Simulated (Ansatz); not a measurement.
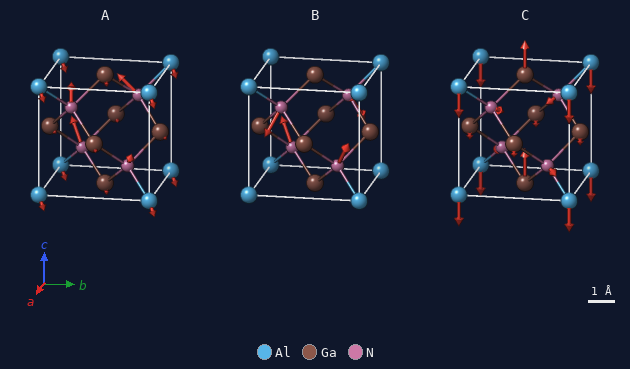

Three optical modes of a crystal of AlGa$_{3}$N$_{4}$ at the zone centre, in no order (one member of each degenerate set). The red arrows are the displacements of the atoms (eigenvector over the root of the mass), of arbitrary overall length and sign. The picture is a ball-and-stick view of the cell of the calculation, seen slightly off an axis.

Computed with DFT r2SCAN, scalar-relativistic, plane waves, PAW in Ansatz. Settings: plane-wave cutoff 500 eV; k-point mesh 6 × 6 × 6; occupations gaussian; smearing width 0.05 eV; no spin polarisation.

Frequencies are those without the non-analytic (LO–TO) term.

**Rank the modes by frequency, softest first.**

C (242 cm⁻¹), A (572 cm⁻¹), B (692 cm⁻¹). C, T₂: It mainly bends the Al–N, Ga–N bonds; the kinetic energy is shared as Ga 72 %, Al 19 %, N 9 %. A, T₂: It stretches the Ga–N bonds (1.95 Å); the kinetic energy is shared as N 82 %, Ga 10 %, Al 8 %. B, E: The Al and Ga atoms stay at rest; atoms of one kind move against one another, with no net shift of their sublattice; it stretches the Ga–N bonds (1.95 Å).
